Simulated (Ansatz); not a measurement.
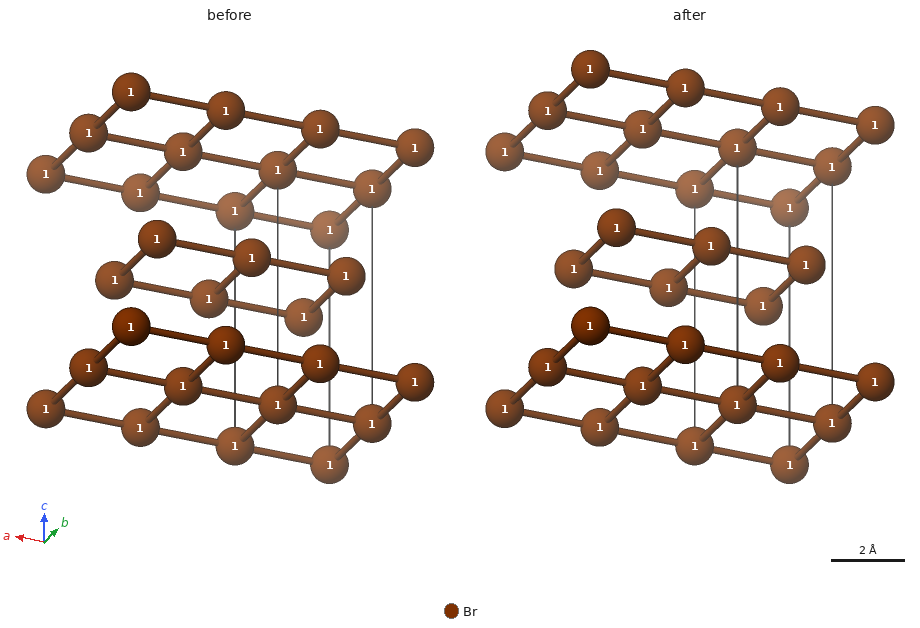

Left: a symmetric starting cell of Br. Right: the same structure after one change, at the same scale. The picture is a ball-and-stick view of the conventional cell (2 times the calculation's cell), repeated 3 × 2 × 1 with one cell outlined, seen from a free direction. Lengths and directions refer to the drawn axes.

These are results of DFT PBEsol, scalar-relativistic, plane waves, PAW in Ansatz, not measurements. Set-up: plane-wave cutoff 420 eV; k-point mesh 18 × 18 × 18; occupations gaussian; smearing width 0.1 eV; no spin polarisation.

Which change leads from the left to the right?

Answer. The cell is strained by +9.4 % along c and +0.4 % across it (volume +10.3 %), the atoms keeping their fractional coordinates. No relaxation follows. The starting cell wasn't computed here and needn't be at equilibrium, so pressure and forces aren't due to the change alone.

And its effect?

Answer. Among the bonded contacts that change: Br–Br 2.847 → 2.859 Å. The space group stays I4/mmm (No. 139). The pressure is −1.5 GPa (not all of it need come from the change, since the unchanged cell can be under pressure at this level too). The principal stresses (compression positive) are −0.3 GPa along c and −2.2 GPa across it. All forces vanish by symmetry.

Limits of the set-up: an odd number of electrons was run without spin polarisation, which fails if the electron would localise.
